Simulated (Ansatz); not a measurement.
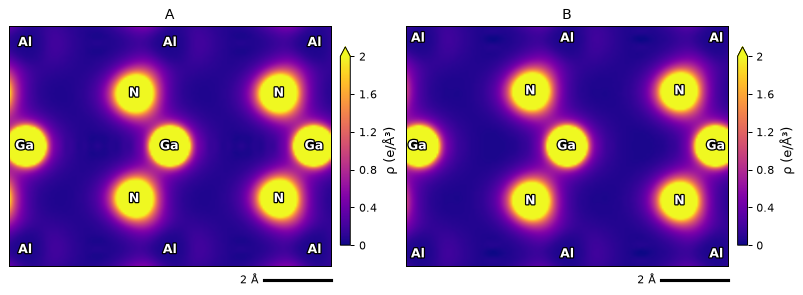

AlGa3N4. The valence pseudo-density of two cells that differ in size and shape, on the (110) plane of each (indices in the axes of the calculation cell), at one length scale and on one colour scale; one has 10.2 and the other 11.2 Å³ an atom.

Space group R3m; a point of a scan over the structure, not its minimum; a structure from a database of computed crystals, not necessarily the ambient phase; PAW files of the earlier set (soft_1).

All numbers below come from Ansatz 0.2.0, DFT LDA, scalar-relativistic, plane waves, PAW.

Core electrons are frozen (PAW), and the valence fields are smoothed inside the atomic spheres.

The larger cell:

```yaml
crystal:
  lattice:
    - [4.47102, -0.10336, -0.10336]
    - [-0.10336, 4.47102, -0.10336]
    - [-0.10336, -0.10336, 4.47102]
  atoms:
    - { symbol: Al, position: [0.00000, 0.00000, 0.00000] }
    - { symbol: Ga, position: [0.50000, 0.50000, 0.00000] }
    - { symbol: Ga, position: [0.50000, 0.00000, 0.50000] }
    - { symbol: Ga, position: [0.00000, 0.50000, 0.50000] }
    - { symbol: N, position: [0.75481, 0.75481, 0.24519] }
    - { symbol: N, position: [0.75481, 0.24519, 0.75481] }
    - { symbol: N, position: [0.24519, 0.75481, 0.75481] }
    - { symbol: N, position: [0.24519, 0.24519, 0.24519] }
```

The smaller cell: a = 4.339 Å, b = 4.339 Å, c = 4.339 Å, α = 91.35°, β = 91.35°, γ = 91.35°.

### Which panel shows the smaller cell, and what does the compression change?

Panel A is the smaller cell, by 9 % in volume. From the larger cell to the smaller, Ga–N goes from 1.98 to 1.91 Å, and the density at its midpoint from 0.69 to 0.8 e/Å³; Al–N goes from 1.93 to 1.86 Å, and the density at its midpoint from 0.65 to 0.74 e/Å³; the pressure goes from −4.0 to 15 GPa; the Kohn–Sham gap goes from 2.1 eV to 2.9 eV.
